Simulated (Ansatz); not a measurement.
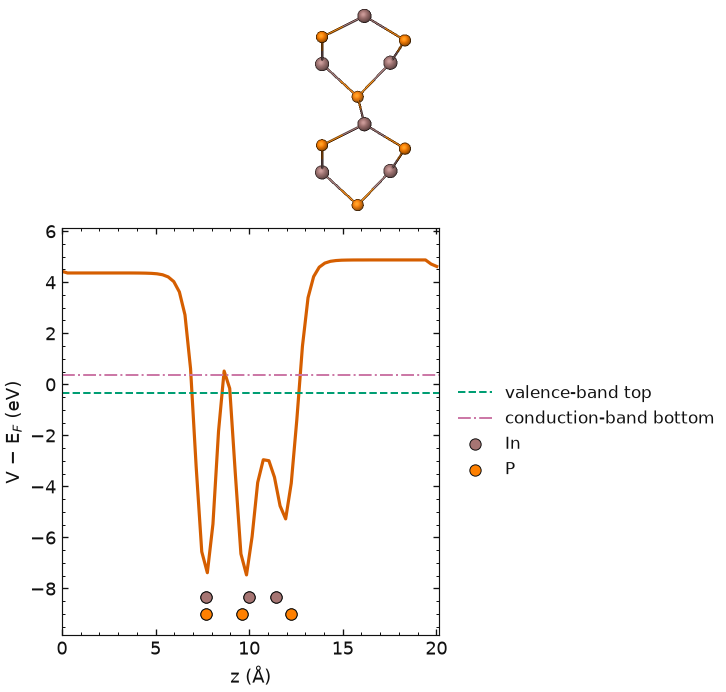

Plane-averaged electrostatic potential energy of an electron across the slab; circles at the bottom mark the heights of the atoms (positions after relaxation). The structure is drawn too.

Structure: a (110) slab cut from InP (F-43m), ended by InP planes, 12 atoms in the cell.

Computed with Ansatz 0.2.0: DFT PBE+D3(BJ), scalar-relativistic, plane waves, PAW, no spin polarisation, 2×3×1 k mesh, Gaussian smearing of 0.05 eV.

### What are the ionisation potential and the electron affinity of the slab?

From the vacuum level at the right face the ionisation potential is 5.21 eV and the electron affinity 4.53 eV; at the left face they are 4.70 and 4.02 eV. The slab's gap, their difference before rounding, is 0.69 eV.

### Do the two faces differ, and what does that say about the slab's dipole?

The vacuum level is 0.51 eV higher at the right than at the left, so the slab carries a dipole along its normal; the ramp in the vacuum, at or near the edge of the plot, is the dipole correction that keeps each side flat. Some atoms were held fixed in the relaxation, which can itself make the faces differ.

### How thick are slab and vacuum?

The outermost atoms are 4.5 Å apart, which leaves 15.7 Å of vacuum in a cell 20.2 Å high.
